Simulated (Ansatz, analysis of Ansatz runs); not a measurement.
# Hyperfine coupling of the NV- centre in diamond (PBEsol)

Aim: the hyperfine coupling of the NV- centre in diamond, to be set beside the measurement. Set-up: PBEsol, 64-site cell, PBEsol lattice, 420 eV, k: the single point 1/4 1/4 1/4 then 2x2x2 shifted 0.5 0.5 0.5. The model is a cell of 64 host atoms with 1 site emptied and N put on another atom's site. The isotropic coupling follows from the spin density at the nucleus, the nuclear g-factor and the total spin. A local or semilocal functional is the cheapest first rung.

Measured beforehand: 14N, isotropic: -2.51 MHz at 300 K, by EPR (room temperature) (“Hyperfine interaction in the ground state of the negatively charged nitrogen vacancy center in diamond”, 2009, S. Felton et al.).

Method: plane-wave PAW DFT, PBEsol; relaxation of all atoms of a defect supercell, in Ansatz 0.2.0.

**1. Set-up**

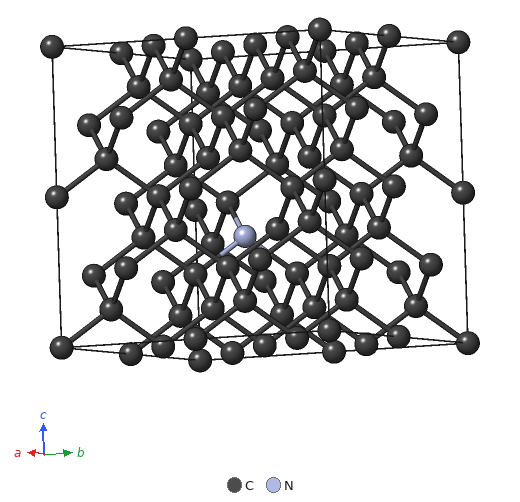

The starting structure, seen slightly off an axis (carbon dark grey, nitrogen light blue). Bonds to atoms that aren't drawn are left out. Some periodic images of atoms are drawn too.

The cell holds 63 atoms: 62 C and 1 N. Its edges and angles: a = 7.108 Å, b = 7.108 Å, c = 7.108 Å, α = 90.0°, β = 90.0°, γ = 90.0°. It derives from C (space group Fd-3m). Nearest the centre at fractional (0.375, 0.375, 0.375): C48 at 1.54 Å, N4 at 1.54 Å, C41 at 1.54 Å, C26 at 1.54 Å, C52 at 2.51 Å, C37 at 2.51 Å, C22 at 2.51 Å, C30 at 2.51 Å. The cell carries charge −1.

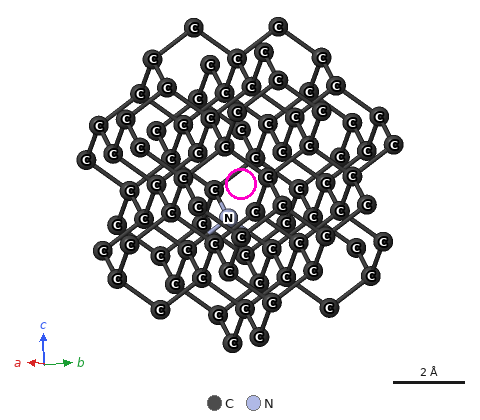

The atoms within 5 Å of the centre. A ring marks the centre wherever it is empty.

The host's primitive cell comes from a first run (plane-wave PAW DFT, PBEsol; relaxation of the host's cell and atoms): vectors of 2.513, 2.513 and 2.513 Å. That is 5.61 Å³ an atom, 1.1 % under the diffraction cell's volume. The supercell is built on it.

**2. Relaxation, charge −1**

Every later number rests on the structure around the defect, so the atoms are relaxed at the host's lattice first.

Input file relax/input.yaml:

```yaml
relax:
  f_tol: 0.02
  max_steps: 80
  random_displacement: { amplitude: 0.02, seed: 391 }
crystal:
  lattice:
    - [7.10761702, 0.0, 0.0]
    - [0.0, 7.10761702, 0.0]
    - [0.0, 0.0, 7.10761702]
  atoms:
    - { symbol: C, position: [0.0, 0.0, 0.25] }
    - { symbol: C, position: [0.0, 0.25, 0.0] }
    - { symbol: C, position: [0.25, 0.0, 0.0] }
    - { symbol: "N", position: [0.25, 0.25, 0.25] }
    - { symbol: C, position: [0.125, 0.125, 0.375] }
    - { symbol: C, position: [0.125, 0.375, 0.125] }
    - { symbol: C, position: [0.375, 0.125, 0.125] }
    - { symbol: C, position: [0.0, 0.0, 0.75] }
    - { symbol: C, position: [0.0, 0.25, 0.5] }
    - { symbol: C, position: [0.25, 0.0, 0.5] }
    - { symbol: C, position: [0.25, 0.25, 0.75] }
    - { symbol: C, position: [0.125, 0.125, 0.875] }
    - { symbol: C, position: [0.125, 0.375, 0.625] }
    - { symbol: C, position: [0.375, 0.125, 0.625] }
    - { symbol: C, position: [0.375, 0.375, 0.875] }
    - { symbol: C, position: [0.0, 0.5, 0.25] }
    - { symbol: C, position: [0.0, 0.75, 0.0] }
    - { symbol: C, position: [0.25, 0.5, 0.0] }
    - { symbol: C, position: [0.25, 0.75, 0.25] }
    - { symbol: C, position: [0.125, 0.625, 0.375] }
    - { symbol: C, position: [0.125, 0.875, 0.125] }
    - { symbol: C, position: [0.375, 0.625, 0.125] }
    - { symbol: C, position: [0.375, 0.875, 0.375] }
    - { symbol: C, position: [0.0, 0.5, 0.75] }
    - { symbol: C, position: [0.0, 0.75, 0.5] }
    - { symbol: C, position: [0.25, 0.5, 0.5] }
    - { symbol: C, position: [0.25, 0.75, 0.75] }
    - { symbol: C, position: [0.125, 0.625, 0.875] }
    - { symbol: C, position: [0.125, 0.875, 0.625] }
    - { symbol: C, position: [0.375, 0.625, 0.625] }
    - { symbol: C, position: [0.375, 0.875, 0.875] }
    - { symbol: C, position: [0.5, 0.0, 0.25] }
    - { symbol: C, position: [0.5, 0.25, 0.0] }
    - { symbol: C, position: [0.75, 0.0, 0.0] }
    - { symbol: C, position: [0.75, 0.25, 0.25] }
    - { symbol: C, position: [0.625, 0.125, 0.375] }
    - { symbol: C, position: [0.625, 0.375, 0.125] }
    - { symbol: C, position: [0.875, 0.125, 0.125] }
    - { symbol: C, position: [0.875, 0.375, 0.375] }
    - { symbol: C, position: [0.5, 0.0, 0.75] }
    - { symbol: C, position: [0.5, 0.25, 0.5] }
    - { symbol: C, position: [0.75, 0.0, 0.5] }
    - { symbol: C, position: [0.75, 0.25, 0.75] }
    - { symbol: C, position: [0.625, 0.125, 0.875] }
    - { symbol: C, position: [0.625, 0.375, 0.625] }
    - { symbol: C, position: [0.875, 0.125, 0.625] }
    - { symbol: C, position: [0.875, 0.375, 0.875] }
    - { symbol: C, position: [0.5, 0.5, 0.25] }
    - { symbol: C, position: [0.5, 0.75, 0.0] }
    - { symbol: C, position: [0.75, 0.5, 0.0] }
    - { symbol: C, position: [0.75, 0.75, 0.25] }
    - { symbol: C, position: [0.625, 0.625, 0.375] }
    - { symbol: C, position: [0.625, 0.875, 0.125] }
    - { symbol: C, position: [0.875, 0.625, 0.125] }
    - { symbol: C, position: [0.875, 0.875, 0.375] }
    - { symbol: C, position: [0.5, 0.5, 0.75] }
    - { symbol: C, position: [0.5, 0.75, 0.5] }
    - { symbol: C, position: [0.75, 0.5, 0.5] }
    - { symbol: C, position: [0.75, 0.75, 0.75] }
    - { symbol: C, position: [0.625, 0.625, 0.875] }
    - { symbol: C, position: [0.625, 0.875, 0.625] }
    - { symbol: C, position: [0.875, 0.625, 0.625] }
    - { symbol: C, position: [0.875, 0.875, 0.875] }
total_charge: -1
basis:
  ecutwfc: 420
  xc_grid: 2
hamiltonian:
  xc: pbesol
kpoints:
  mp_grid: { grid: [1, 1, 1], shift: [0.25, 0.25, 0.25] }
magnetization:
  spin_polarized: true
  initial_magnetization: 2
  spin_locking: { lock_magnetization: hard }
scf:
  occupations: { method: fermi_dirac, width: 0.01 }
  max_iter: 120
output:
  forces: true
checkpoint:
  write: "../relax.run"
  compress: false
  write_wavefunctions: true
  write_every: 100000
```

On the command line:

```console
$ ansatz run input.yaml --threads 2 --pin off --max-ram 3768MiB --backend cpu --events-out ev --progress --plain --runs-dir out
```

Numbers of over 12 decimals in the logs are rounded to 6 here.

Output:

```text
[... repeated set-up lines and file paths are left out, and long positions are rounded to six places ...]
Engine: ansatz 0.2.0, x86_64-unknown-linux-gnu
Pseudopotentials: kind: paw
Pseudopotential: C, paw, valence charge 4, recommended cutoff 420 eV (normal), C.paw.azcp
Pseudopotential: N, paw, valence charge 5, recommended cutoff 420 eV (normal), N.paw.azcp
Functional definition: PBEsol
  exchange = pbesol_x
  correlation = pbesol_c
Crystal: 63 atoms, lattice volume = 359.064 Å³
Basis set: ecut = 420 eV, 7075 PW (Γ), exchange–correlation on 96×96×96 points (8 copies of the dense FFT grid, shifted against one another)
Bands: 191, of which v1, the nominal top of the filled ones, is band 127 counted from 1 (126 counted from 0)
Symmetry: 1 space group operations
k-points: 1
Non-local potential: C, projectors of the file, l = 0: 2, l = 1: 2, l = 2: 1
Non-local potential: N, projectors of the file, l = 0: 2, l = 1: 2, l = 2: 1
PAW form: soft (Blöchl's): semilocal exchange-correlation on the pseudo side does not see the compensation charge
PAW frozen core: C, regenerated for the run's functional, and the local potential with it (the file was generated under x = pbe(κ = 0.804, μ = 0.219515), c = pbe(β = 0.066725))
PAW frozen core: N, regenerated for the run's functional, and the local potential with it (the file was generated under x = pbe(κ = 0.804, μ = 0.219515), c = pbe(β = 0.066725))
PAW one-centre angular grid: C, 110 points (default); XC on 64 Gauss nodes
PAW one-centre angular grid: N, 110 points (default); XC on 64 Gauss nodes
Initial density: superposition of atomic densities (chi_scale 0.1, normalization cell, long waves kept (reshape's long-wave potential 0.21 eV rms))
Starting moments: Σ|m| = 2 μB on 63 of 63 sites
Initial wavefunctions: pseudopotential atomic-orbital guess
Functional: x = pbesol(κ = 0.804, μ = 0.123457), c = pbesol(β = 0.046)
SCF iter   1: F=—  HF=-15666.140865 eV  |F-HF|=—  |Δ(HF+E_count)|=         —  Δρ=7.10e-2 (↑7.10e-2 ↓6.97e-2)  dr2=4.94e1  dr2_m=6.57e-1  M=2.000 μB ∫|m|=2.002 μB  β_m=0.30  ethr=3.10e-3  ⟨swp⟩=6.0  Hψ=1530  notcnv=0  defer=75
preconditioner: auto → Resta (q_TF=auto, 2.575 Å⁻¹)  ε∞=4.4  [insulator: Δε(μ)=1.020 eV  Ē_g=17.026 eV  σ=0.010 eV  W_gap=1.00  n_scr=92 (ndim 8)  ℏωp=31.2 eV  f_vac=0.000  D(μ)=0.00/eV (n_scr^D=0)  ε∞_Penn≈4.4]
spin=Collinear: Resta preconditioning applied to the charge; magnetization (m = ρ↑ − ρ↓) channel mixes plain (no charge-response kernel on spin).
SCF iter   2: F=—  HF=-15658.913389 eV  |F-HF|=—  |Δ(HF+E_count)|=    7.23e0  Δρ=5.13e-2 (↑5.13e-2 ↓5.06e-2)  dr2=2.61e1  dr2_m=3.55e-1  M=2.000 μB ∫|m|=2.010 μB  β_m=0.65  ethr=3.10e-3  ⟨swp⟩=3.0  Hψ=711  notcnv=0  defer=111
SCF iter   3: F=—  HF=-15650.218551 eV  |F-HF|=—  |Δ(HF+E_count)|=    8.69e0  Δρ=4.14e-3 (↑4.14e-3 ↓4.11e-3)  dr2=1.34e-1  dr2_m=7.19e-4  M=2.000 μB ∫|m|=2.123 μB  β_m=0.70  ethr=3.10e-3  ⟨swp⟩=3.0  Hψ=559  notcnv=0  defer=111
SCF iter   4: F=—  HF=-15650.275990 eV  |F-HF|=—  |Δ(HF+E_count)|=   5.74e-2  Δρ=1.88e-3 (↑1.88e-3 ↓1.87e-3)  dr2=2.69e-2  dr2_m=1.53e-4  M=2.000 μB ∫|m|=2.142 μB  β_m=0.76  ethr=5.29e-5  ⟨swp⟩=3.0  Hψ=611  notcnv=0  defer=111
SCF iter   5: F=—  HF=-15650.288392 eV  |F-HF|=—  |Δ(HF+E_count)|=   1.24e-2  Δρ=3.86e-4 (↑3.74e-4 ↓3.86e-4)  dr2=1.14e-3  dr2_m=1.50e-5  M=2.000 μB ∫|m|=2.151 μB  β_m=0.79  ethr=1.06e-5  ⟨swp⟩=3.0  Hψ=553  notcnv=0  defer=111
SCF iter   6: F=—  HF=-15650.289587 eV  |F-HF|=—  |Δ(HF+E_count)|=   1.20e-3  Δρ=7.21e-5 (↑7.21e-5 ↓6.34e-5)  dr2=3.84e-5  dr2_m=1.38e-6  M=2.000 μB ∫|m|=2.155 μB  β_m=0.83  ethr=4.48e-7  ⟨swp⟩=2.0  Hψ=529  notcnv=0  defer=111
SCF iter   7: F=-15650.289616 eV  HF=-15650.289617 eV  |F-HF|=4.89e-7  |Δ(HF+E_count)|=   2.97e-5  Δρ=2.44e-5 (↑1.92e-5 ↓2.44e-5)  dr2=3.88e-6  dr2_m=1.68e-7  M=2.000 μB ∫|m|=2.156 μB  ethr=3.94e-9  ⟨swp⟩=4.0  Hψ=924  notcnv=0
SCF 1 converged in 7 iterations: F = -15650.289616 eV  dr2 = 3.88e-6
  greatest PAW one-centre occupation: 0.790 electrons in one spin orbital (limit 2), on the N atom at site 3 (counted from 0), in its partial waves of l = 0
relax step   1: F+E_penalty+E_count = -15650.28961638 eV  Δ(F+E_penalty+E_count) = +0.000e0 eV  max|allowed force component| = 2.148e0 eV/Å  Δτ_max = 0.0000 Å  (7 SCF iters, dr2 threshold 1.00e-5 eV, accepted)
[... the SCF cycles and remarks between the steps are left out from here to the last step ...]
relax step   2: F+E_penalty+E_count = -15651.21563528 eV  Δ(F+E_penalty+E_count) = -9.260e-1 eV  max|allowed force component| = 1.189e0 eV/Å  Δτ_max = 0.0813 Å  (5 SCF iters, dr2 threshold 1.00e-4 eV, accepted)
relax step   3: F+E_penalty+E_count = -15651.50118239 eV  Δ(F+E_penalty+E_count) = -2.855e-1 eV  max|allowed force component| = 4.908e-1 eV/Å  Δτ_max = 0.0494 Å  (5 SCF iters, dr2 threshold 8.83e-5 eV, accepted)
relax step   4: F+E_penalty+E_count = -15651.51664924 eV  Δ(F+E_penalty+E_count) = -1.547e-2 eV  max|allowed force component| = 8.616e-2 eV/Å  Δτ_max = 0.0193 Å  (4 SCF iters, dr2 threshold 4.11e-5 eV, accepted)
relax step   5: F+E_penalty+E_count = -15651.51719184 eV  Δ(F+E_penalty+E_count) = -5.426e-4 eV  max|allowed force component| = 5.972e-3 eV/Å  Δτ_max = 0.0062 Å  (4 SCF iters, dr2 threshold 4.64e-7 eV, accepted)
iter 1 solved again at ethr=8.17e-11 eV; its pass at ethr=3.10e-3 eV (dr2=2.08e-7 eV) is discarded
SCF iter   1: F=—  HF=-15651.517192 eV  |F-HF|=—  |Δ(HF+E_count)|=         —  Δρ=4.65e-6 (↑4.58e-6 ↓4.65e-6)  dr2=2.08e-7  dr2_m=1.39e-9  M=2.000 μB ∫|m|=2.201 μB  β_m=0.30  ethr=8.17e-11  ⟨swp⟩=1.0  Hψ=1062  notcnv=0  defer=114
SCF iter   2: F=-15651.517192 eV  HF=-15651.517192 eV  |F-HF|=2.70e-8  |Δ(HF+E_count)|=   2.32e-8  Δρ=3.04e-6 (↑3.02e-6 ↓3.04e-6)  dr2=8.08e-8  dr2_m=8.22e-10  M=2.000 μB ∫|m|=2.201 μB  ethr=3.94e-11  ⟨swp⟩=2.0  Hψ=1042  notcnv=0
SCF 6 converged in 2 iterations: F = -15651.517192 eV  dr2 = 8.08e-8
relax step   6: F+E_penalty+E_count = -15651.51719190 eV  Δ(F+E_penalty+E_count) = -5.941e-8 eV  max|allowed force component| = 5.990e-3 eV/Å  Δτ_max = 0.0000 Å  (2 SCF iters, accepted)
NSCF: frozen V_eff on 1 k-points
the band table was solved once a step of the walk had ended and its energy, with any forces and stress, was formed, with the checks that follow a solve (1804 applications of the Hamiltonian). They found nothing against the state; [...]
SCF converged after 2 iterations
Magnetization: 2.0000 μB (128.0000 up, 126.0000 down)
Absolute magnetization: 2.2017 μB (∫|ρ↑−ρ↓|, with the PAW one-centre terms)
Spin contamination: 0.0068 ħ² per cell (⟨S²⟩ above its minimum at these occupations)
Per-site moments (μB) at R_I (Å): [(0.00163593, 0.629672), (0.0016362, 0.629680), (0.00163611, 0.629673), [... 60 left out ...]
Free energy (F): -15651.517192 eV
Harris-Foulkes:  -15651.517192 eV  (|F-HF|=2.70e-8)
Internal energy: -15651.517192 eV  (E = F + TS)
E sigma→0 (E₀):  -15651.517192 eV
Fermi energy:    15.458678 (↑ 16.440046, ↓ 14.795147) eV
--- Per-component energies (eV) ---
  E_band       = 1052.800999
  E_kinetic    = 5875.489112
  E_local      = -4119.797763  (includes V_loc(G=0)·N_el)
  E_nonlocal   = 1709.553324
  E_hartree    = 929.751380
  E_xc         = -3072.729729
  E_vxc        = -3828.828019  (∫ρ·V_xc dr)
  E_paw        = -6036.017284  (= ΣΔE_a)
  E_vpaw       = -443.118742  (= ΣTr[D̂ρ^β])
  E_aug_tail   = 0.000634  (compensation charges beyond the density's cutoff)
  E_ewald      = -10939.103195
  E_core_change = 1.336330  (= ΣΔE_core)
  E_smearing   = -0.000000  (= −TS)
  E_closure    = 0.000000  (closes the sum)
  E_deformation_potential = -21.425967  (in the stress; not in F)
  Σ components = -15651.517192   (vs F -15651.517192, Δ=0.00e0)
--- Forces (eV/Å), atoms counted from 1 ---
  atom   1  C     -0.00116502    -0.00131861    -0.00057495
  atom   2  C     -0.00131193     0.00010151    -0.00179749
  [... 1 atom left out ...]
  atom   4  N      0.00186763     0.00445609     0.00212960
  atom   5  C     -0.00360013    -0.00351755     0.00384190
  atom   6  C     -0.00599004     0.00235198    -0.00461840
  atom   7  C      0.00516470    -0.00454012    -0.00389830
  [... 5 atoms left out ...]
  atom  13  C      0.00075517     0.00027565    -0.00137313
  [... 2 atoms left out ...]
  atom  16  C      0.00262146    -0.00108801    -0.00162573
  [... 5 atoms left out ...]
  atom  22  C      0.00066779    -0.00043730     0.00167117
  [... 3 atoms left out ...]
  atom  26  C     -0.00046435    -0.00019232    -0.00004056
  [... 14 atoms left out ...]
  atom  41  C      0.00098687    -0.00314549     0.00083485
  [... 6 atoms left out ...]
  atom  48  C      0.00074300     0.00053908    -0.00179217
  [... 15 atoms left out ...]
  max |Σ_I F_I| component: 5.02e-5 eV/Å
--- Band table (eV) ---
  k-point 0 ↑: bands = ["-8.2513", "-7.2654", "-6.9647", "-6.9646", [... 183 left out ...] "23.0492", "23.5060", "23.5060", "23.6508"]
  k-point 0 ↓: bands = ["-8.2320", "-7.2447", "-6.9355", "-6.9354", [... 183 left out ...] "23.1093", "23.5750", "23.5750", "23.7399"]
--- Relaxed structure (6 steps of the walk, 6 accepted, 0 SCFs on fresh bases) ---
  F+E_penalty+E_count = -15651.51719190 eV   max|allowed force component| = 5.990e-3 eV/Å
  atoms:
    - { symbol: C, position: [-0.001690, -0.001209, 0.249480] }
    - { symbol: C, position: [-0.001683, 0.249615, -0.001336] }
    [... 1 atom left out ...]
    - { symbol: N, position: [0.239012, 0.239482, 0.239361] }
    - { symbol: C, position: [0.125553, 0.126031, 0.369070] }
    - { symbol: C, position: [0.125567, 0.369207, 0.125909] }
    - { symbol: C, position: [0.368717, 0.126036, 0.125902] }
    [... 5 atoms left out ...]
    - { symbol: C, position: [0.127343, 0.376373, 0.623090] }
    [... 2 atoms left out ...]
    - { symbol: C, position: [0.001635, 0.497868, 0.251034] }
    [... 5 atoms left out ...]
    - { symbol: C, position: [0.375891, 0.623222, 0.127690] }
    [... 3 atoms left out ...]
    - { symbol: C, position: [0.244172, 0.508509, 0.508375] }
    [... 14 atoms left out ...]
    - { symbol: C, position: [0.508017, 0.244671, 0.508366] }
    [... 6 atoms left out ...]
    - { symbol: C, position: [0.508020, 0.508502, 0.244529] }
    [... 15 atoms left out ...]
```

It took 29 s on 2 threads of Intel Xeon Platinum 8488C (Sapphire Rapids), shared host; peak memory 1.1 GiB.

The steps of the relaxation:

```csv
step,energy less that of the first step (eV),largest force component (eV/Å)
1,0.0000,2.1481
2,-0.9260,1.1888
3,-1.2116,0.4908
4,-1.2270,0.0862
5,-1.2276,0.0060
6,-1.2276,0.0060
```

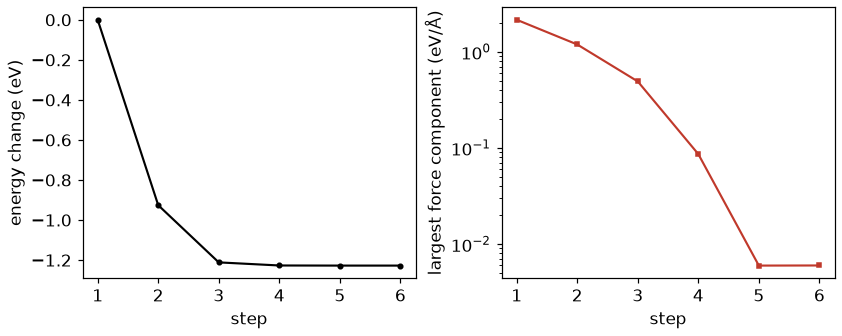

Energy and largest force along the relaxation.

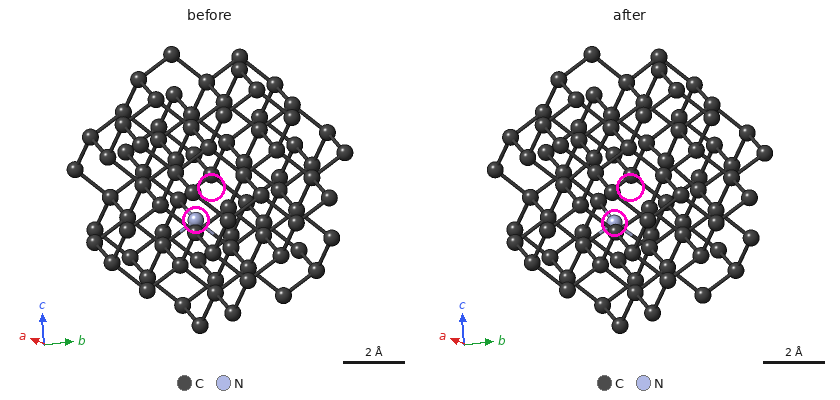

Before and after: the atoms that start within 5 Å of the centre. N4, which moves most, is ringed if it is among them. A ring with no atom in it marks the empty centre.

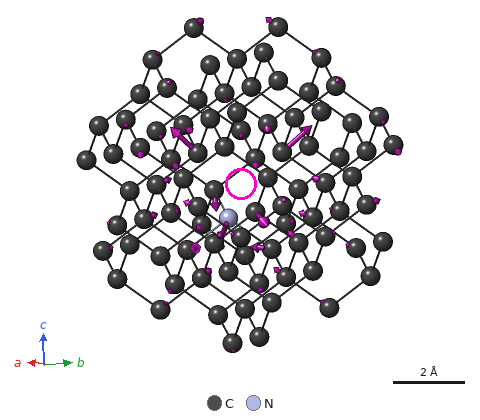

Displacements in the relaxation from the typed sites near the centre, exaggerated, the mean shift taken out; the longest in the cell stands for 0.13 Å. A ring marks the centre wherever it is empty.

The atoms that moved most (Å, from the sites as typed, ahead of the random displacement, the mean shift of all atoms taken out):

```csv
atom,dx,dy,dz,length
N4,-0.075,-0.075,-0.075,0.130
C26,-0.038,0.060,0.060,0.093
C48,0.060,0.060,-0.038,0.093
C41,0.060,-0.038,0.060,0.093
C7,-0.042,0.007,0.007,0.043
C6,0.007,-0.042,0.007,0.043
C5,0.007,0.007,-0.042,0.043
C14,0.009,0.020,-0.013,0.025
```

Neighbours of the ideal centre at the end:

```csv
atom,distance (Å)
C41,1.628
C48,1.629
C26,1.632
N4,1.671
C36,2.487
C37,2.488
C14,2.489
C22,2.490
C13,2.492
C20,2.492
C7,2.504
C5,2.505
C6,2.506
C45,2.507
C52,2.508
C30,2.509
```

This step gave:

| Property | Result |
| --- | --- |
| free energy | -15651.5172 eV |
| total moment | 2 μB |
| integral of the absolute spin density | 2.202 μB |
| spin contamination | 0.006834 |

The relaxation ends 19 meV an atom lower than the displaced start, with a largest force component of 0.0060 eV/Å.

[end of part 1 of 2]

[Logs are printed without paths, hosts, clocks, repeated set-up lines and the standing remarks that a program may print on its own settings, such as how far it seeks lower states.]

[Hosts, paths, dates, database ids (printed as entryN), source tags and the programs' standing remarks are cut or masked in the printed files.]

[For some hosts the program warned that the k-mesh of the response run may be too coarse for force constants and the static dielectric constant; such warnings are not shown here.]
